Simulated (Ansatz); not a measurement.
## Geometry relaxation, with input and output: NiSi2

NiSi2 (Fm-3m, 3 atoms in the cell), computed with DFT PBE, scalar-relativistic, plane waves, PAW, no spin polarisation (Ansatz 0.2.0).

The structure derives from a Materials Project entry. Figures and captions count atoms from 1; the log counts them from 0 in places.

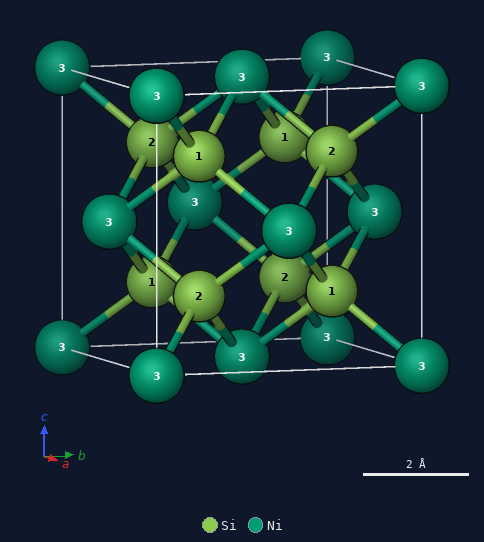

*The input geometry (ball-and-stick view of the cell 4 times as large as that of the calculation, set on its symmetry axes, seen slightly off an axis; atoms are numbered from 1 in the order of the input). An atom can appear more than once, as a periodic image.*

The input
```yaml
crystal:
  lattice:
    - [0.0, 2.6931550407, 2.6931550407]
    - [2.6931550407, 0.0, 2.6931550407]
    - [2.6931550407, 2.6931550407, 0.0]
  atoms:
    - { symbol: Si, position: [0.25, 0.25, 0.25] }
    - { symbol: Si, position: [0.75, 0.75, 0.75] }
    - { symbol: Ni, position: [0.0, 0.0, 0.0] }
basis:
  ecutwfc: 420
kpoints:
  mp_grid: { grid: [14, 14, 14] }
hamiltonian:
  xc: pbe
scf:
  occupations: { method: gaussian, width: 0.1 }
output:
  forces: true
  stress: true
  eigenvalues: true
relax:
  adjacent_minimum: "off"
  f_tol: 0.005
  max_steps: 80
  cell: { stress_tol: 0.05 }
```

Machine: 2 threads of Intel Xeon @ 2.50GHz (Skylake/Cascade Lake), 189 GiB of memory available, shared host.

Launched with:
```bash
ansatz run input.yaml --threads 2 --pin off --max-ram 5120MiB --backend cpu --events-out ev --progress --plain --runs-dir out
```

Output
```
Engine: ansatz 0.2.0, x86_64-unknown-linux-gnu
Pseudopotentials: kind: paw
Pseudopotential: Si, paw, valence charge 4, recommended cutoff 420 eV (normal), Si.paw.azcp
Pseudopotential: Ni, paw, valence charge 18, recommended cutoff 420 eV (normal), Ni.paw.azcp
Functional definition: PBE
  parameter kappa = 0.804
  parameter beta = 0.06672455060314922
  exchange = pbe_x(kappa = kappa, mu = beta*pi^2/3)
  correlation = pbe_c(beta = beta)
Crystal: 3 atoms, lattice volume = 39.067 Å³
Basis set: ecut = 420 eV, 749 PW (Γ), exchange–correlation on 54×54×54 points (8 copies of the dense FFT grid, shifted against one another)
Bands: 17, of which v1, the nominal top of the filled ones, is band 13 counted from 1 (12 counted from 0)
Symmetry: 48 space group operations
Space group: Fm-3m (ITA 225), of the structure as read, at distance tolerance 3.4e-5 Å
k-points: 104 of 2744
Non-local potential: Si, projectors of the file, l = 0: 2, l = 1: 2, l = 2: 2
Non-local potential: Ni, projectors of the file, l = 0: 3, l = 1: 2, l = 2: 3, l = 3: 1
PAW form: soft (Blöchl's): semilocal exchange-correlation on the pseudo side does not see the compensation charge
PAW one-centre angular grid: Si, 110 points (default); XC on 64 Gauss nodes
PAW one-centre angular grid: Ni, 590 points (default); XC on 64 Gauss nodes
Initial density: superposition of atomic densities (neutral atoms: chi_scale 0, normalization atom), corrected by the library's trained network
Initial wavefunctions: pseudopotential atomic-orbital guess
Functional: x = pbe(κ = 0.804, μ = 0.2195149727645171), c = pbe(β = 0.06672455060314922)
SCF iter   1: F=—  HF=-7112.387775 eV  |F-HF|=—  |Δ(HF+E_count)|=         —  Δρ=1.06e-2  dr2=3.12e-2  ethr=1.77e-3  ⟨swp⟩=5.1  Hψ=9068  notcnv=0
preconditioner: auto → Kerker (q_TF=auto, 2.549 Å⁻¹)  [metal: Δε(μ)=0.086 eV  Ē_g=8.298 eV  σ=0.100 eV  W_gap=0.45  n_scr=14 (ndim 8)  ℏωp=25.2 eV  f_vac=0.000  D(μ)=0.96/eV (n_scr^D=8)]
SCF iter   2: F=—  HF=-7112.385356 eV  |F-HF|=—  |Δ(HF+E_count)|=   2.42e-3  Δρ=3.29e-3  dr2=3.97e-3  ethr=1.20e-4  ⟨swp⟩=1.7  Hψ=2703  notcnv=0
SCF iter   3: F=—  HF=-7112.384971 eV  |F-HF|=—  |Δ(HF+E_count)|=   3.85e-4  Δρ=8.87e-4  dr2=3.81e-4  ethr=1.53e-5  ⟨swp⟩=1.0  Hψ=1760  notcnv=0  defer=1
SCF iter   4: F=—  HF=-7112.384982 eV  |F-HF|=—  |Δ(HF+E_count)|=   1.03e-5  Δρ=2.89e-4  dr2=3.19e-5  ethr=1.46e-6  ⟨swp⟩=2.7  Hψ=2790  notcnv=0  defer=1
SCF iter   5: F=—  HF=-7112.384993 eV  |F-HF|=—  |Δ(HF+E_count)|=   1.17e-5  Δρ=8.26e-5  dr2=4.28e-6  ethr=1.23e-7  ⟨swp⟩=2.1  Hψ=2198  notcnv=0  defer=1
SCF iter   6: F=—  HF=-7112.384996 eV  |F-HF|=—  |Δ(HF+E_count)|=   2.54e-6  Δρ=2.09e-5  dr2=3.16e-7  ethr=1.64e-8  ⟨swp⟩=2.3  Hψ=2726  notcnv=0  defer=1
SCF iter   7: F=-7112.384996 eV  HF=-7112.384996 eV  |F-HF|=5.81e-8  |Δ(HF+E_count)|=   8.20e-8  Δρ=1.45e-5  dr2=7.76e-8  ethr=3.85e-10  ⟨swp⟩=5.9  Hψ=8473  notcnv=0
SCF 1 converged in 7 iterations: F = -7112.384996 eV  dr2 = 7.76e-8
  greatest PAW one-centre occupation: 1.000 electrons in one spin orbital (limit 2), on the Ni atom at site 2 (counted from 0), in its partial waves of l = 1
relax step   1: F+E_penalty+E_count = -7112.38499599 eV  Δ(F+E_penalty+E_count) = +0.000e0 eV  max|allowed force component| = 4.934e-17 eV/Å  Δτ_max = 0.0000 Å  P = +5.241 GPa  Ω = 39.067 Å³  (7 SCF iters, dr2 threshold 1.00e-7 eV, accepted)
Crystal: 3 atoms, lattice volume = 39.766 Å³
Initial density: handed on by an earlier stage of this run
Initial wavefunctions: those handed on with the density
iter 1 solved again at ethr=7.28e-6 eV; its pass at ethr=3.10e-3 eV (dr2=1.89e-3 eV) is discarded
SCF iter   1: F=—  HF=-7112.401612 eV  |F-HF|=—  |Δ(HF+E_count)|=         —  Δρ=2.82e-3  dr2=1.96e-3  ethr=7.28e-6  ⟨swp⟩=1.1  Hψ=10244  notcnv=0
preconditioner: auto → Kerker (q_TF=auto, 2.542 Å⁻¹)  [metal: Δε(μ)=0.051 eV  Ē_g=8.199 eV  σ=0.100 eV  W_gap=0.28  n_scr=14 (ndim 8)  ℏωp=25.0 eV  f_vac=0.002  D(μ)=0.88/eV (n_scr^D=0)]
SCF iter   2: F=—  HF=-7112.401343 eV  |F-HF|=—  |Δ(HF+E_count)|=   2.68e-4  Δρ=8.89e-4  dr2=3.24e-4  ethr=7.28e-6  ⟨swp⟩=1.2  Hψ=1851  notcnv=0
SCF iter   3: F=—  HF=-7112.401287 eV  |F-HF|=—  |Δ(HF+E_count)|=   5.68e-5  Δρ=4.24e-4  dr2=9.78e-5  ethr=1.24e-6  ⟨swp⟩=1.0  Hψ=1768  notcnv=0
SCF iter   4: F=—  HF=-7112.401284 eV  |F-HF|=—  |Δ(HF+E_count)|=   2.70e-6  Δρ=2.71e-4  dr2=3.03e-5  ethr=3.76e-7  ⟨swp⟩=2.4  Hψ=2737  notcnv=0
SCF iter   5: F=—  HF=-7112.401287 eV  |F-HF|=—  |Δ(HF+E_count)|=   2.82e-6  Δρ=5.89e-5  dr2=1.17e-6  ethr=1.17e-7  ⟨swp⟩=2.7  Hψ=2618  notcnv=0
SCF iter   6: F=-7112.401287 eV  HF=-7112.401287 eV  |F-HF|=3.78e-8  |Δ(HF+E_count)|=   5.85e-7  Δρ=1.27e-5  dr2=8.06e-8  ethr=1.15e-9  ⟨swp⟩=5.1  Hψ=8162  notcnv=0
SCF 2 converged in 6 iterations: F = -7112.401287 eV  dr2 = 8.06e-8
relax step   2: F+E_penalty+E_count = -7112.40128728 eV  Δ(F+E_penalty+E_count) = -1.629e-2 eV  max|allowed force component| = 1.727e-16 eV/Å  Δτ_max = 0.0000 Å  P = +2.378 GPa  Ω = 39.766 Å³  energy of the carried Pulay correction = -2.098e-4 eV  (6 SCF iters, dr2 threshold 3.00e-7 eV, accepted)
Crystal: 3 atoms, lattice volume = 40.365 Å³
iter 1 solved again at ethr=4.56e-6 eV; its pass at ethr=3.10e-3 eV (dr2=1.19e-3 eV) is discarded
SCF iter   1: F=—  HF=-7112.405937 eV  |F-HF|=—  |Δ(HF+E_count)|=         —  Δρ=2.20e-3  dr2=1.22e-3  ethr=4.56e-6  ⟨swp⟩=1.2  Hψ=10239  notcnv=0
preconditioner: auto → Kerker (q_TF=auto, 2.535 Å⁻¹)  [metal: Δε(μ)=0.093 eV  Ē_g=8.091 eV  σ=0.100 eV  W_gap=0.45  n_scr=14 (ndim 8)  ℏωp=24.8 eV  f_vac=0.002  D(μ)=0.85/eV (n_scr^D=0)]
SCF iter   2: F=—  HF=-7112.405768 eV  |F-HF|=—  |Δ(HF+E_count)|=   1.69e-4  Δρ=7.18e-4  dr2=2.28e-4  ethr=4.56e-6  ⟨swp⟩=1.2  Hψ=1848  notcnv=0
SCF iter   3: F=—  HF=-7112.405734 eV  |F-HF|=—  |Δ(HF+E_count)|=   3.47e-5  Δρ=3.51e-4  dr2=7.00e-5  ethr=8.77e-7  ⟨swp⟩=1.0  Hψ=1768  notcnv=0
SCF iter   4: F=—  HF=-7112.405733 eV  |F-HF|=—  |Δ(HF+E_count)|=   3.71e-7  Δρ=2.32e-4  dr2=2.20e-5  ethr=2.69e-7  ⟨swp⟩=2.7  Hψ=2785  notcnv=0
SCF iter   5: F=—  HF=-7112.405735 eV  |F-HF|=—  |Δ(HF+E_count)|=   2.17e-6  Δρ=4.84e-5  dr2=8.55e-7  ethr=8.48e-8  ⟨swp⟩=2.6  Hψ=2588  notcnv=0
SCF iter   6: F=-7112.405736 eV  HF=-7112.405736 eV  |F-HF|=2.23e-8  |Δ(HF+E_count)|=   4.45e-7  Δρ=1.06e-5  dr2=5.77e-8  ethr=1.15e-9  ⟨swp⟩=5.1  Hψ=8094  notcnv=0
SCF 3 converged in 6 iterations: F = -7112.405736 eV  dr2 = 5.77e-8
relax step   3: F+E_penalty+E_count = -7112.40573580 eV  Δ(F+E_penalty+E_count) = -4.449e-3 eV  max|allowed force component| = 8.172e-17 eV/Å  Δτ_max = 0.0000 Å  P = +0.123 GPa  Ω = 40.365 Å³  energy of the carried Pulay correction = -3.869e-4 eV  (6 SCF iters, dr2 threshold 3.00e-7 eV, accepted)
Crystal: 3 atoms, lattice volume = 40.398 Å³
iter 1 solved again at ethr=1.92e-8 eV; its pass at ethr=3.10e-3 eV (dr2=5.00e-6 eV) is discarded
SCF iter   1: F=—  HF=-7112.405736 eV  |F-HF|=—  |Δ(HF+E_count)|=         —  Δρ=1.16e-4  dr2=3.63e-6  ethr=1.92e-8  ⟨swp⟩=2.0  Hψ=9834  notcnv=0
preconditioner: auto → Kerker (q_TF=auto, 2.535 Å⁻¹)  [metal: Δε(μ)=0.090 eV  Ē_g=8.084 eV  σ=0.100 eV  W_gap=0.44  n_scr=14 (ndim 8)  ℏωp=24.8 eV  f_vac=0.002  D(μ)=0.86/eV (n_scr^D=0)]
SCF iter   2: F=—  HF=-7112.405739 eV  |F-HF|=—  |Δ(HF+E_count)|=   2.78e-6  Δρ=3.79e-5  dr2=7.62e-7  ethr=1.39e-8  ⟨swp⟩=1.3  Hψ=1910  notcnv=0
SCF iter   3: F=—  HF=-7112.405739 eV  |F-HF|=—  |Δ(HF+E_count)|=   2.97e-8  Δρ=1.99e-5  dr2=2.81e-7  ethr=2.93e-9  ⟨swp⟩=1.0  Hψ=1768  notcnv=0
SCF iter   4: F=—  HF=-7112.405739 eV  |F-HF|=—  |Δ(HF+E_count)|=   4.66e-8  Δρ=9.68e-6  dr2=4.09e-8  ethr=1.08e-9  ⟨swp⟩=2.5  Hψ=2574  notcnv=0
iter 5 did not close the SCF: its close was put off for the readings that it lacked (scf_convergence_deferred on its scf_iter line)
SCF iter   5: F=-7112.405739 eV  HF=-7112.405739 eV  |F-HF|=1.52e-10  |Δ(HF+E_count)|=   1.17e-8  Δρ=2.83e-6  dr2=2.76e-9  ethr=1.57e-10  ⟨swp⟩=2.2  Hψ=2565  notcnv=0
SCF iter   6: F=-7112.405739 eV  HF=-7112.405739 eV  |F-HF|=4.82e-11  |Δ(HF+E_count)|=   1.03e-9  Δρ=5.12e-7  dr2=1.12e-10  ethr=1.06e-11  ⟨swp⟩=2.0  Hψ=5583  notcnv=0
SCF 4 converged in 6 iterations: F = -7112.405739 eV  dr2 = 1.12e-10
relax step   4: F+E_penalty+E_count = -7112.40573918 eV  Δ(F+E_penalty+E_count) = -3.379e-6 eV  max|allowed force component| = 7.401e-17 eV/Å  Δτ_max = 0.0000 Å  P = +0.003 GPa  Ω = 40.398 Å³  energy of the carried Pulay correction = -3.967e-4 eV  (6 SCF iters, dr2 threshold 3.79e-8 eV, accepted)
Initial wavefunctions: pseudopotential atomic-orbital guess (no wavefunctions were taken with the density)
iter 1 solved again at ethr=4.69e-7 eV; its pass at ethr=3.10e-3 eV (dr2=1.22e-4 eV) is discarded
SCF iter   1: F=—  HF=-7112.405818 eV  |F-HF|=—  |Δ(HF+E_count)|=         —  Δρ=3.48e-4  dr2=1.05e-6  ethr=4.69e-7  ⟨swp⟩=3.0  Hψ=13463  notcnv=0
SCF iter   2: F=—  HF=-7112.406072 eV  |F-HF|=—  |Δ(HF+E_count)|=   2.54e-4  Δρ=1.76e-4  dr2=2.70e-7  ethr=4.05e-9  ⟨swp⟩=2.0  Hψ=2587  notcnv=0
SCF iter   3: F=—  HF=-7112.406159 eV  |F-HF|=—  |Δ(HF+E_count)|=   8.66e-5  Δρ=2.57e-6  dr2=8.57e-10  ethr=1.04e-9  ⟨swp⟩=2.0  Hψ=2024  notcnv=0
SCF iter   4: F=—  HF=-7112.406159 eV  |F-HF|=—  |Δ(HF+E_count)|=   7.59e-9  Δρ=4.93e-7  dr2=7.33e-11  ethr=3.30e-12  ⟨swp⟩=2.2  Hψ=2999  notcnv=0
iter 5 did not close the SCF: its close was put off for the readings that it lacked (scf_convergence_deferred on its scf_iter line)
SCF iter   5: F=-7112.406159 eV  HF=-7112.406159 eV  |F-HF|=1.46e-11  |Δ(HF+E_count)|=  2.55e-11  Δρ=2.14e-7  dr2=2.67e-11  ethr=1.00e-12  ⟨swp⟩=2.6  Hψ=2514  notcnv=0
SCF iter   6: F=-7112.406159 eV  HF=-7112.406159 eV  |F-HF|=1.00e-11  |Δ(HF+E_count)|=  1.18e-11  Δρ=1.16e-7  dr2=9.75e-12  ethr=1.00e-12  ⟨swp⟩=4.0  Hψ=7807  notcnv=0
SCF 5 converged in 6 iterations: F = -7112.406159 eV  dr2 = 9.75e-12
relax step   5: F+E_penalty+E_count = -7112.40615897 eV  Δ(F+E_penalty+E_count) = -4.198e-4 eV  max|allowed force component| = 9.252e-17 eV/Å  Δτ_max = 0.0000 Å  P = +0.011 GPa  Ω = 40.398 Å³  stress off target by 1.12e-2 GPa  SCF on the basis re-selected at this cell (its energy is not comparable with the rows above)  (6 SCF iters)
```

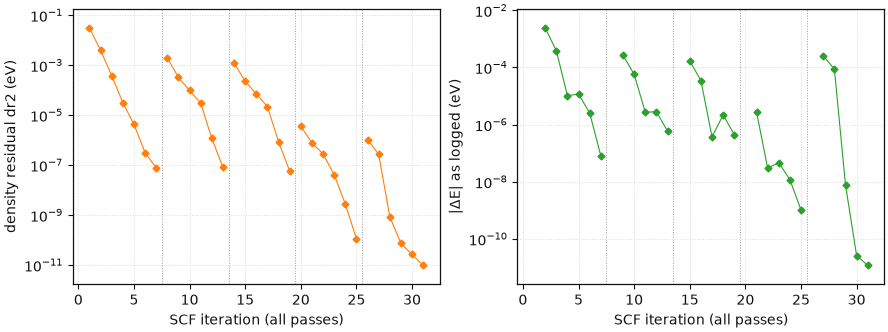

*Convergence of the self-consistent field: density residual dr2 and size of the energy change against the SCF iteration. The dotted lines part the SCF passes of the relaxation: geometry steps, rejected trials and re-solves on a re-selected basis.*

The 5 passes take 6 to 7 iterations each, 31 in all.

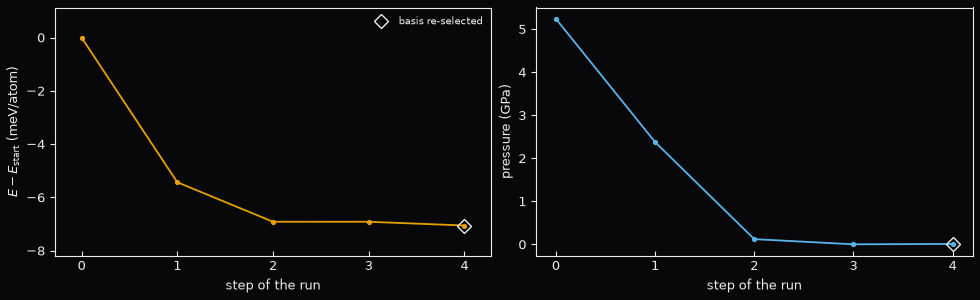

*Progress of the relaxation, step by step (the first geometry is step 0 here and step 1 in the log).*

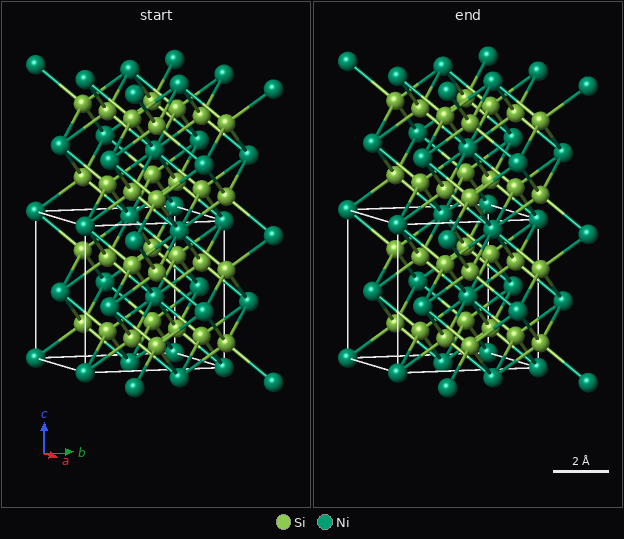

*Before (left) and after (right) the relaxation, at one scale (ball-and-stick view of the cell 4 times as large as that of the calculation, set on its symmetry axes, repeated 2 × 1 × 2, seen slightly off an axis).*

Over 3 geometry steps the energy falls by 6.9 meV per atom. All forces vanish by symmetry, so only the cell relaxes. The pressure goes from 5.24 to 0.01 GPa. The atoms keep their places relative to the cell (all moves are under 0.005 Å). Cell: a = b = c 5.386 → 5.447 Å (+1.1 %). Volume +3.4 %. Among the contacts that change: Si1–Ni3 2.332 → 2.359 Å. The space group stays Fm-3m (No. 225). A last SCF at the same geometry on a re-selected plane-wave basis shifts the energy by −0.1 meV per atom. (Atoms are counted from 1 in the order of the input.)

```
basis re-selected at this cell: Δ(F+E_penalty+E_count) = -4.198e-4 eV, ΔP = +0.008 GPa vs the last step (what re-selecting the basis moved, of the pressure what is left beyond the Pulay correction that the steps carried, after the strain that the cell walked since its last selection, with what the two solves' SCF thresholds leave and, on support functions, any second-order correction that the steps lacked; it is no measure of the basis error at this ecutwfc). This SCF's stress stands 1.12e-2 GPa from its target on what of the cell is left free (relax.cell.stress_tol is 5.00e-2 GPa) and its largest allowed force component is 9.25e-17 eV/Å (relax.f_tol is 5.00e-3 eV/Å): within both
SCF converged after 6 iterations
Free energy (F): -7112.406159 eV
Harris-Foulkes:  -7112.406159 eV  (|F-HF|=1.00e-11)
Internal energy: -7112.401835 eV  (E = F + TS)
E sigma→0 (E₀):  -7112.403997 eV
Entropy (-TS):   -0.004324 eV (-1.441 meV/atom)
Fermi energy:    12.920245 eV
--- Per-component energies (eV) ---
  E_band       = -351.370232
  E_kinetic    = 369.194994
  E_local      = -4935.824338  (includes V_loc(G=0)·N_el)
  E_nonlocal   = 679.806983
  E_hartree    = 2133.686594
  E_xc         = -198.782557
  E_vxc        = -207.826620  (∫ρ·V_xc dr)
  E_paw        = -2651.565316  (= ΣΔE_a)
  E_vpaw       = -524.095086  (= ΣTr[D̂ρ^β])
  E_aug_tail   = 0.000576  (compensation charges beyond the density's cutoff)
  E_ewald      = -2508.918771
  E_smearing   = -0.004324  (= −TS)
  E_closure    = -0.000000  (closes the sum)
  Σ components = -7112.406159   (vs F -7112.406159, Δ=0.00e0)
--- Forces (eV/Å), atoms counted from 1 ---
  atom   1  Si     0.00000000     0.00000000     0.00000000
  atom   2  Si    -0.00000000    -0.00000000    -0.00000000
  atom   3  Ni     0.00000000     0.00000000     0.00000000
  max |Σ_I F_I| component: 3.24e-17 eV/Å
--- Stress (GPa, compression-positive) ---
        0.011239      -0.000000      -0.000000
       -0.000000       0.011239      -0.000000
       -0.000000      -0.000000       0.011239
  P = ⅓ Tr σ = 0.0112 GPa (0.112 kbar)
--- Band table (eV; the first three rows and the last of 104) ---
  k-point 0: bands = ["-91.6282", "-52.0237", "-52.0237", "-52.0237", "-0.7699", "7.8296", "7.8296", "7.8296", "9.5147", "9.5147", "12.4087", "14.5844", "14.5844", "14.5844", "15.1816", "15.1816", "15.1816"]
  k-point 1: bands = ["-91.6282", "-52.0238", "-52.0237", "-52.0237", "-0.6954", "7.6667", "7.8536", "7.8536", "9.5002", "9.5002", "12.3666", "13.7276", "14.1896", "14.1896", "15.5777", "15.5777", "16.1573"]
  k-point 2: bands = ["-91.6282", "-52.0239", "-52.0238", "-52.0238", "-0.4730", "7.2085", "7.9212", "7.9212", "9.4659", "9.4659", "11.8005", "13.4083", "13.6281", "13.6281", "15.8472", "15.8472", "16.8618"]
  k-point 103: bands = ["-91.6282", "-52.0244", "-52.0242", "-52.0240", "3.8313", "4.3311", "5.7874", "6.5135", "9.2089", "9.3397", "9.4229", "9.8375", "10.5344", "14.3972", "15.7976", "16.9591", "18.7884"]
--- Relaxed structure (4 steps of the walk, 4 accepted, 1 SCFs on fresh bases) ---
  F+E_penalty+E_count = -7112.40615897 eV   max|allowed force component| = 9.252e-17 eV/Å   (the final SCF, on the basis selected at the relaxed cell)
  cell:  # Å, volume = 40.3982 Å³
    - [-1.0127051915379985e-33, 2.723394448199482, 2.723394448199482]
    - [2.723394448199482, 5.668601386596343e-34, 2.723394448199482]
    - [2.723394448199482, 2.723394448199482, 6.623983642764266e-34]
  atoms:
    - { symbol: Si, position: [0.25, 0.25, 0.25] }
    - { symbol: Si, position: [0.7500000000000001, 0.7500000000000001, 0.7500000000000001] }
    - { symbol: Ni, position: [1.2749190061673298e-34, -1.7231107461066541e-34, 3.7527651432928873e-35] }
```

Trajectory as extended XYZ (Å, eV, eV/Å), 5 frames, from step=1 to step=5
```
3
Lattice="0.0000 2.6932 2.6932 2.6932 0.0000 2.6932 2.6932 2.6932 0.0000" Properties=species:S:1:pos:R:3:forces:R:3 step=1 energy=-7112.38500 pressure_GPa=5.24
Si    1.3466    1.3466    1.3466    0.0000   0.0000   0.0000
Si    4.0397    4.0397    4.0397    0.0000   0.0000   0.0000
Ni    0.0000    0.0000    0.0000    0.0000   0.0000   0.0000
3
Lattice="0.0000 2.7091 2.7091 2.7091 0.0000 2.7091 2.7091 2.7091 0.0000" Properties=species:S:1:pos:R:3:forces:R:3 step=2 energy=-7112.40129 pressure_GPa=2.38
Si    1.3546    1.3546    1.3546    0.0000   0.0000   0.0000
Si    4.0637    4.0637    4.0637    0.0000   0.0000   0.0000
Ni    0.0000    0.0000    0.0000    0.0000   0.0000   0.0000
3
Lattice="0.0000 2.7226 2.7226 2.7226 0.0000 2.7226 2.7226 2.7226 0.0000" Properties=species:S:1:pos:R:3:forces:R:3 step=3 energy=-7112.40574 pressure_GPa=0.12
Si    1.3613    1.3613    1.3613    0.0000   0.0000   0.0000
Si    4.0840    4.0840    4.0840    0.0000   0.0000   0.0000
Ni    0.0000    0.0000    0.0000    0.0000   0.0000   0.0000
3
Lattice="0.0000 2.7234 2.7234 2.7234 0.0000 2.7234 2.7234 2.7234 0.0000" Properties=species:S:1:pos:R:3:forces:R:3 step=4 energy=-7112.40574 pressure_GPa=0.00
Si    1.3617    1.3617    1.3617    0.0000   0.0000   0.0000
Si    4.0851    4.0851    4.0851    0.0000   0.0000   0.0000
Ni    0.0000    0.0000    0.0000    0.0000   0.0000   0.0000
3
Lattice="0.0000 2.7234 2.7234 2.7234 0.0000 2.7234 2.7234 2.7234 0.0000" Properties=species:S:1:pos:R:3:forces:R:3 step=5 energy=-7112.40616 pressure_GPa=0.01
Si    1.3617    1.3617    1.3617    0.0000   0.0000   0.0000
Si    4.0851    4.0851    4.0851    0.0000   0.0000   0.0000
Ni    0.0000    0.0000    0.0000    0.0000   0.0000   0.0000
```

Summary

| quantity | value |
| --- | --- |
| outcome | converged |
| space group (tolerance 0.01 Å) | Fm-3m (225) |
| electrons treated | 26 |
| free energy | −7112.4062 eV |
| Fermi energy | 12.920 eV |
| gap on the k-point mesh | none (metallic) |
| pressure | 0.01 GPa |
| final volume | 40.40 Å³ |
| largest force (length of the vector) at the end | under 0.001 eV/Å |
| final cell | a = 3.851 Å, b = 3.851 Å, c = 3.851 Å, α = 60.00°, β = 60.00°, γ = 60.00° |
| wall time | 27 s (CPU time 43 s) |
| peak memory | 0.4 GiB |

The run has no spin polarisation, so a magnetic state may lie lower.
